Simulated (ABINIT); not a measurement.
**PbO: phonon calculation (part 1 of 4)**

PbO (4 atoms in the cell), computed with Kohn-Sham DFT of a periodic cell, LDA, JTH PAW LDA v2.0, no spin polarisation (ABINIT 10.8.3).

The structure derives from an entry of the Crystallography Open Database.

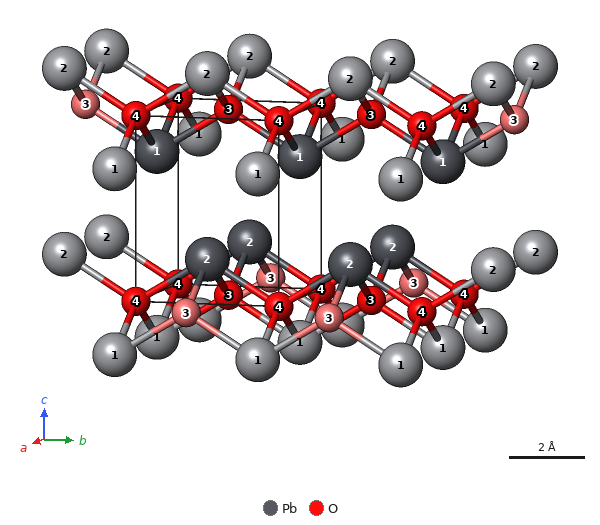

The input geometry (ball-and-stick view of the cell of the calculation, repeated 1 × 2 × 1, seen slightly off an axis; neighbours outside the cell are drawn fainter; atoms are numbered from 1 in the order of the input). An atom can appear more than once, as a periodic image. Near neighbours in the periodic cell (some may lie outside the picture): Pb has 4 O at 2.33 Å; O has 4 Pb at 2.33 Å.

### Summary

```csv
quantity,value
outcome,converged
space group (tolerance 0.01 Å),P4/nmm (129)
electrons treated,40
free energy,−4220.3137 eV
Fermi energy,4.900 eV
pressure,−4.74 GPa
largest force (length of the vector),0.578 eV/Å
"ε∞ (xx, yy, zz)","6.92, 6.92, 6.30"
Born charges (mean of the diagonal),"O3 (−2.82 e); Pb1, Pb2 (2.82 e); O4 (−2.82 e)"
hardware,"4 threads of Intel Xeon (Granite Rapids), 176 GiB of memory available, shared host"
wall time,3.6 min (CPU time 14 min)
peak memory,0.72 GiB
```

Points of doubt noted for this run: atoms not at rest; cutoff too low for stress; k mesh coarse for field response. Spin–orbit coupling is left out, which matters for Pb.

### The input
```
# Datasets
ndtset 3

# Pseudopotentials
pp_dirpath "./"
pseudos "Pb.LDA_PW-JTH.xml, O.LDA_PW-JTH.xml"

# Structure
acell 3.99 3.99 5.01 Angstrom
rprim
     1.0000000000     0.0000000000     0.0000000000
     0.0000000000     1.0000000000     0.0000000000
     0.0000000000     0.0000000000     1.0000000000
ntypat 2
znucl 82 8
natom 4
typat 1 1 2 2
xred
            1/2            0.0   0.7600000000
            0.0            1/2   0.2400000000
            1/2            1/2            0.0
            0.0            0.0            0.0

# Plane-wave basis
ecut 19.0
pawecutdg 38.0

# k points
ngkpt 6 6 4
nshiftk 1
shiftk 0.5 0.5 0.5

# Exchange and correlation
ixc 7

# Bands and occupations
nband 20
occopt 1

# SCF cycle
nstep 80
diemac 6.0

# Output
prteig 0
prtebands 0
prtwf 0
prtden 0
prtpot 0

# Dataset 1: ground state
kptopt1 1
tolvrs1 1.0e-11
prtwf1 1
tolwfr1 1.0e-15

# Dataset 2: derivatives of the wave functions by k
iscf2 -3
rfelfd2 2
rfdir2 1 1 1
getwfk2 1
kptopt2 2
nqpt2 1
qpt2 0.0 0.0 0.0
tolwfr2 1.0e-18
prtwf2 1

# Dataset 3: response at q = 0 to electric field, atomic displacements
rfelfd3 3
rfphon3 1
rfatpol3 1 4
rfdir3 1 1 1
getwfk3 1
getddk3 2
kptopt3 2
nqpt3 1
qpt3 0.0 0.0 0.0
tolvrs3 1.0e-8
```

### File mrgddb.in
```
merged_DDB
PbO
2
runo_DS1_DDB
runo_DS3_DDB
```

### File anaddb.abi
```
ddb_filepath "merged_DDB"
output_file "anaddb.abo"
outdata_prefix "ana"
asr 1
chneut 1
dipdip 1
dieflag 1
enunit 0
nfreq 1
frmin 0.0
frmax 0.0
eivec 0
nph1l 1
qph1l 0.0 0.0 0.0 1.0
nph2l 3
qph2l
  1.0 0.0 0.0 0.0
  0.0 1.0 0.0 0.0
  0.0 0.0 1.0 0.0
```

Launch command:
```bash
mpirun --bind-to none -np 4 abinit run.abi > log 2>&1
mrgddb < mrgddb.in > mrgddb.log 2>&1
anaddb anaddb.abi > anaddb.log 2>&1
```

### Log
```
.Version 10.8.3 of ABINIT
 DATASET    1 : space group P4/n m m (#129); Bravais tP (primitive tetrag.)
================================================================================
 Values of the parameters that define the memory need for DATASET  1.
     intxc =       0    ionmov =       0      iscf =      17    lmnmax =      18
     lnmax =       6     mgfft =      40  mpssoang =       3    mqgrid =    3001
     natom =       4  nloc_mem =       2    nspden =       1   nspinor =       1
    nsppol =       1      nsym =      16    n1xccc =       1    ntypat =       2
    occopt =       1   xclevel =       1
       mpw =        2146          nfft =       36000          nkpt =          12
Pmy_natom=         1
 PAW method is used; the additional fine FFT grid is defined by:
   mgfftf=        54    nfftf =    109350
================================================================================
================================================================================

 DATASET    2 : space group P4/n m m (#129); Bravais tP (primitive tetrag.)
================================================================================
 Values of the parameters that define the memory need for DATASET  2 (RF).
     intxc =       0      iscf =      -3    lmnmax =      18     lnmax =       6
     mgfft =      40  mpssoang =       3    mqgrid =    3001     natom =       4
  nloc_mem =       2    nspden =       1   nspinor =       1    nsppol =       1
      nsym =      16    n1xccc =       1    ntypat =       2    occopt =       1
   xclevel =       1
      nfft =       36000          nkpt =          72
Pmy_natom=         1
================================================================================
================================================================================

 DATASET    3 : space group P4/n m m (#129); Bravais tP (primitive tetrag.)
================================================================================
 Values of the parameters that define the memory need for DATASET  3 (RF).
     intxc =       0      iscf =       7    lmnmax =      18     lnmax =       6
     mgfft =      40  mpssoang =       3    mqgrid =    3001     natom =       4
  nloc_mem =       2    nspden =       1   nspinor =       1    nsppol =       1
      nsym =      16    n1xccc =       1    ntypat =       2    occopt =       1
   xclevel =       1
      nfft =       36000          nkpt =          72
Pmy_natom=         1
================================================================================
================================================================================

--------------------------------------------------------------------------------
------------- Echo of variables that govern the present computation ------------
--------------------------------------------------------------------------------
 -outvars: echo values of preprocessed input variables --------
            acell      7.5400072424E+00  7.5400072424E+00  9.4675278908E+00 Bohr
              amu      2.07200000E+02  1.59994000E+01
           diemac      6.00000000E+00
             ecut      1.90000000E+01 Hartree
           getddk1          0
           getddk2          0
           getddk3          2
           getwfk1          0
           getwfk2          1
           getwfk3          1
             iscf1         17
             iscf2         -3
             iscf3          7
              ixc           7
           jdtset        1    2    3
                       outvar_i_n : Printing only first  50 k-points.
           kptopt1          1
           kptopt2          2
           kptopt3          2
         kptrlatt        6    0    0      0    6    0      0    0    4
          kptrlen      3.78701116E+01
            natom           4
            nband1         20
            nband2         20
            nband3         20
           ndtset           3
            ngfft          30      30      40
          ngfftdg          45      45      54
             nkpt1         12
             nkpt2         72
             nkpt3         72
             nqpt1          0
             nqpt2          1
             nqpt3          1
            nstep          80
             nsym          16
           ntypat           2
        optdriver1          0
        optdriver2          1
        optdriver3          1
        pawecutdg      3.80000000E+01 Hartree
           prtden           0
        prtebands           0
           prteig           0
            prtwf1          1
            prtwf2          1
            prtwf3          0
           rfelfd1          0
           rfelfd2          2
           rfelfd3          3
           rfphon1          0
           rfphon2          0
           rfphon3          1
           shiftk      5.00000000E-01  5.00000000E-01  5.00000000E-01
          spgroup         129
           tolvrs1     1.00000000E-11
           tolvrs2     0.00000000E+00
           tolvrs3     1.00000000E-08
           tolwfr1     1.00000000E-15
           tolwfr2     1.00000000E-18
           tolwfr3     0.00000000E+00
            typat      1  1  2  2
           useylm           1
                       outvars : Printing only first  50 k-points.
           xangst      1.9950000000E+00  0.0000000000E+00  3.8076000000E+00
                       0.0000000000E+00  1.9950000000E+00  1.2024000000E+00
                       1.9950000000E+00  1.9950000000E+00  0.0000000000E+00
                       0.0000000000E+00  0.0000000000E+00  0.0000000000E+00
            xcart      3.7700036212E+00  0.0000000000E+00  7.1953211970E+00
                       0.0000000000E+00  3.7700036212E+00  2.2722066938E+00
                       3.7700036212E+00  3.7700036212E+00  0.0000000000E+00
                       0.0000000000E+00  0.0000000000E+00  0.0000000000E+00
             xred      5.0000000000E-01  0.0000000000E+00  7.6000000000E-01
                       0.0000000000E+00  5.0000000000E-01  2.4000000000E-01
                       5.0000000000E-01  5.0000000000E-01  0.0000000000E+00
                       0.0000000000E+00  0.0000000000E+00  0.0000000000E+00
            znucl       82.00000    8.00000

================================================================================

 chkinp: Checking input parameters for consistency, jdtset=   1.

 chkinp: Checking input parameters for consistency, jdtset=   2.

 chkinp: Checking input parameters for consistency, jdtset=   3.

================================================================================
== DATASET  1 ==================================================================

--- !DatasetInfo
iteration_state: {dtset: 1, }
dimensions: {natom: 4, nkpt: 12, mband: 20, nsppol: 1, nspinor: 1, nspden: 1, mpw: 2146, }
cutoff_energies: {ecut:  19.0, pawecutdg:  38.0, }
electrons: {nelect:   4.00000000E+01, charge:   0.00000000E+00, occopt:   1.00000000E+00, tsmear:   1.00000000E-02, }
meta: {optdriver: 0, ionmov: 0, optcell: 0, iscf: 17, paral_kgb: 0, }
...

 Exchange-correlation functional for the present dataset will be:
  LDA: Perdew-Wang 92 LSD fit to Ceperley-Alder data - ixc=7
  J.P.Perdew and Y.Wang, PRB 45, 13244 (1992)

 Real(R)+Recip(G) space primitive vectors, cartesian coordinates (Bohr,Bohr^-1):
 R(1)=  7.5400072  0.0000000  0.0000000  G(1)=  0.1326259  0.0000000  0.0000000
 R(2)=  0.0000000  7.5400072  0.0000000  G(2)=  0.0000000  0.1326259  0.0000000
 R(3)=  0.0000000  0.0000000  9.4675279  G(3)=  0.0000000  0.0000000  0.1056242
 Unit cell volume ucvol=  5.3824514E+02 bohr^3
 Angles (23,13,12)=  9.00000000E+01  9.00000000E+01  9.00000000E+01 degrees

 Coarse grid specifications (used for wave-functions):

 getcut: wavevector=  0.0000  0.0000  0.0000  ngfft=  30  30  40
         ecut(hartree)=     19.000   => boxcut(ratio)=   2.02772

 Fine grid specifications (used for densities):

 getcut: wavevector=  0.0000  0.0000  0.0000  ngfft=  45  45  54
         ecut(hartree)=     38.000   => boxcut(ratio)=   2.05542

--- Pseudopotential description ------------------------------------------------
- pspini: atom type   1  psp file is ./Pb.LDA_PW-JTH.xml
 Pseudopotential format is: paw10
 basis_size (lnmax)=  6 (lmn_size= 18), orbitals=   0   0   1   1   2   2
 Spheres core radius: rc_sph= 2.40264019
 Shapefunction is BESSEL type: shapef(r,l)=aa(1,l)*jl(q(1,l)*r)+aa(2,l)*jl(q(2,l)*r)
 Radius for shape functions =  2.00872932
 Compensation charge density is not taken into account in XC energy/potential

- pspini: atom type   2  psp file is ./O.LDA_PW-JTH.xml
 Pseudopotential format is: paw10
 basis_size (lnmax)=  4 (lmn_size=  8), orbitals=   0   0   1   1
 Spheres core radius: rc_sph= 1.41465230
 Shapefunction is SIN type: shapef(r)=[sin(pi*r/rshp)/(pi*r/rshp)]**2
 Radius for shape functions =  1.20231231
 Compensation charge density is not taken into account in XC energy/potential

   2.12584973E+03                                ecore*ucvol(ha*bohr**3)
--------------------------------------------------------------------------------

================================================================================

--- !BeginCycle
iteration_state: {dtset: 1, }
solver: {iscf: 17, nstep: 80, nline: 4, wfoptalg: 10, }
tolerances: {tolwfr: 1.00E-15, tolvrs: 1.00E-11, }
...

     iter   Etot(hartree)      deltaE(h)  residm     nres2
 ETOT  1  -150.92002786752    -1.509E+02 2.334E+00 5.884E+01
 ETOT  2  -156.28749554427    -5.367E+00 8.078E-01 3.489E+02
 ETOT  3  -155.40343708833     8.841E-01 2.682E-01 2.147E+02
 ETOT  4  -155.40555685292    -2.120E-03 2.227E-02 8.657E+01
 ETOT  5  -155.54727105213    -1.417E-01 7.849E-03 1.268E+02
 ETOT  6  -155.75723360767    -2.100E-01 5.629E-03 2.055E+02
 ETOT  7  -157.36058226564    -1.603E+00 2.338E-01 6.910E+02
 ETOT  8  -157.59707826288    -2.365E-01 2.445E-02 8.751E+02
 ETOT  9  -157.66729481766    -7.022E-02 1.227E-03 8.848E+02
 ETOT 10  -158.16916163033    -5.019E-01 1.005E-02 1.118E+03
 ETOT 11  -156.47657712426     1.693E+00 5.010E-01 8.235E+02
 ETOT 12  -154.19084667757     2.286E+00 5.162E-01 2.222E+02
 ETOT 13  -155.15744990764    -9.666E-01 3.686E-01 6.301E+01
 ETOT 14  -155.08137939567     7.607E-02 1.607E-01 9.021E+00
 ETOT 15  -155.11820355103    -3.682E-02 3.271E-03 1.542E+01
 ETOT 16  -155.74086800937    -6.227E-01 4.813E-01 2.707E+02
 ETOT 17  -155.63637213322     1.045E-01 1.704E-02 2.293E+02
 ETOT 18  -155.32072676998     3.156E-01 2.756E-02 1.148E+02
 ETOT 19  -155.27021915373     5.051E-02 3.209E-03 8.243E+01
 ETOT 20  -155.35676957149    -8.655E-02 5.428E-03 1.088E+02
 ETOT 21  -155.04769728138     3.091E-01 8.870E-02 7.140E+00
 ETOT 22  -155.09702258592    -4.933E-02 1.216E-02 3.134E+00
 ETOT 23  -155.09350372938     3.519E-03 3.551E-03 7.292E-01
 ETOT 24  -155.09344055745     6.317E-05 6.649E-04 1.342E-02
 ETOT 25  -155.09378809647    -3.475E-04 8.588E-05 3.676E-02
 ETOT 26  -155.09364655505     1.415E-04 8.411E-05 2.898E-03
 ETOT 27  -155.09366442487    -1.787E-05 2.156E-05 6.939E-04
 ETOT 28  -155.09366457595    -1.511E-07 5.446E-06 4.812E-04
 ETOT 29  -155.09366770814    -3.132E-06 1.159E-06 3.927E-04
 ETOT 30  -155.09366650788     1.200E-06 5.828E-07 2.484E-05
 ETOT 31  -155.09366666379    -1.559E-07 6.700E-08 7.219E-07
 ETOT 32  -155.09366667023    -6.448E-09 7.663E-09 1.808E-06
 ETOT 33  -155.09366666580     4.437E-09 1.784E-09 1.103E-07
 ETOT 34  -155.09366666614    -3.434E-10 1.898E-10 8.746E-09
 ETOT 35  -155.09366666620    -5.903E-11 3.140E-11 1.329E-08
 ETOT 36  -155.09366666617     2.913E-11 3.605E-11 1.880E-10
 ETOT 37  -155.09366666618    -6.310E-12 1.045E-11 1.922E-10
 ETOT 38  -155.09366666618     7.958E-13 8.143E-13 4.556E-12
 ETOT 39  -155.09366666618     3.979E-13 2.642E-13 2.875E-12
 ETOT 40  -155.09366666618     1.421E-13 1.063E-13 8.740E-13
 ETOT 41  -155.09366666618    -8.242E-13 9.547E-14 8.388E-14
 ETOT 42  -155.09366666618    -2.842E-13 2.512E-15 5.472E-14
 ETOT 43  -155.09366666618     3.411E-13 9.942E-16 1.780E-14

 At SCF step   43  max residual=  9.94E-16 < tolwfr=  1.00E-15 AND nres2   =  1.78E-14 < tolvrs=  1.00E-11 =>converged.

 Cartesian components of stress tensor (hartree/bohr^3)
  sigma(1 1)=  1.64010441E-04  sigma(3 2)=  0.00000000E+00
  sigma(2 2)=  1.64010441E-04  sigma(3 1)=  0.00000000E+00
  sigma(3 3)=  1.55139234E-04  sigma(2 1)=  0.00000000E+00

--- !ResultsGS
iteration_state: {dtset: 1, }
comment   : Summary of ground state results
lattice_vectors:
- [  7.5400072,   0.0000000,   0.0000000, ]
- [  0.0000000,   7.5400072,   0.0000000, ]
- [  0.0000000,   0.0000000,   9.4675279, ]
lattice_lengths: [   7.54001,    7.54001,    9.46753, ]
lattice_angles: [ 90.000,  90.000,  90.000, ] # degrees, (23, 13, 12)
lattice_volume:   5.3824514E+02
convergence: {deltae:  3.411E-13, res2:  1.780E-14, residm:  9.942E-16, diffor: null, }
etotal    :  -1.55093667E+02
entropy   :   0.00000000E+00
fermie    :   1.80057547E-01
cartesian_stress_tensor: # hartree/bohr^3
- [  1.64010441E-04,   0.00000000E+00,   0.00000000E+00, ]
- [  0.00000000E+00,   1.64010441E-04,   0.00000000E+00, ]
- [  0.00000000E+00,   0.00000000E+00,   1.55139234E-04, ]
pressure_GPa:  -4.7384E+00
xred      :
- [  5.0000E-01,   0.0000E+00,   7.6000E-01, Pb]
- [  0.0000E+00,   5.0000E-01,   2.4000E-01, Pb]
- [  5.0000E-01,   5.0000E-01,   0.0000E+00,  O]
- [  0.0000E+00,   0.0000E+00,   0.0000E+00,  O]
cartesian_forces: # hartree/bohr
- [ -0.00000000E+00,  -0.00000000E+00,   1.12385757E-02, ]
- [ -0.00000000E+00,  -0.00000000E+00,  -1.12385757E-02, ]
- [ -0.00000000E+00,  -0.00000000E+00,  -0.00000000E+00, ]
- [ -0.00000000E+00,  -0.00000000E+00,  -0.00000000E+00, ]
force_length_stats: {min:   0.00000000E+00, max:   1.12385757E-02, mean:   5.61928783E-03, }
...

 Integrated electronic density in atomic spheres:
 ------------------------------------------------
 Atom  Sphere_radius  Integrated_density
    1        2.40264         11.35603106
    2        2.40264         11.35603106
    3        1.41465          4.44530830
    4        1.41465          4.48781748

================================================================================

 ----iterations are completed or convergence reached----

 Mean square residual over all n,k,spin=   42.809E-17; max=  99.417E-17
 reduced coordinates (array xred) for    4 atoms
       0.500000000000      0.000000000000      0.760000000000
       0.000000000000      0.500000000000      0.240000000000
       0.500000000000      0.500000000000      0.000000000000
       0.000000000000      0.000000000000      0.000000000000
 rms dE/dt=  4.3438E-02; max dE/dt=  1.0640E-01; dE/dt below (all hartree)
    1       0.000000000000      0.000000000000     -0.106401528586
    2       0.000000000000      0.000000000000      0.106401528586
    3       0.000000000000      0.000000000000      0.000000000000
    4       0.000000000000      0.000000000000      0.000000000000

 cartesian coordinates (angstrom) at end:
    1      1.99500000000000     0.00000000000000     3.80760000000000
    2      0.00000000000000     1.99500000000000     1.20240000000000
    3      1.99500000000000     1.99500000000000     0.00000000000000
    4      0.00000000000000     0.00000000000000     0.00000000000000

 cartesian forces (hartree/bohr) at end:
    1     -0.00000000000000    -0.00000000000000     0.01123857566758
    2     -0.00000000000000    -0.00000000000000    -0.01123857566758
    3     -0.00000000000000    -0.00000000000000    -0.00000000000000
    4     -0.00000000000000    -0.00000000000000    -0.00000000000000
 frms,max,avg= 4.5881293E-03 1.1238576E-02   0.000E+00  0.000E+00  0.000E+00 h/b
```
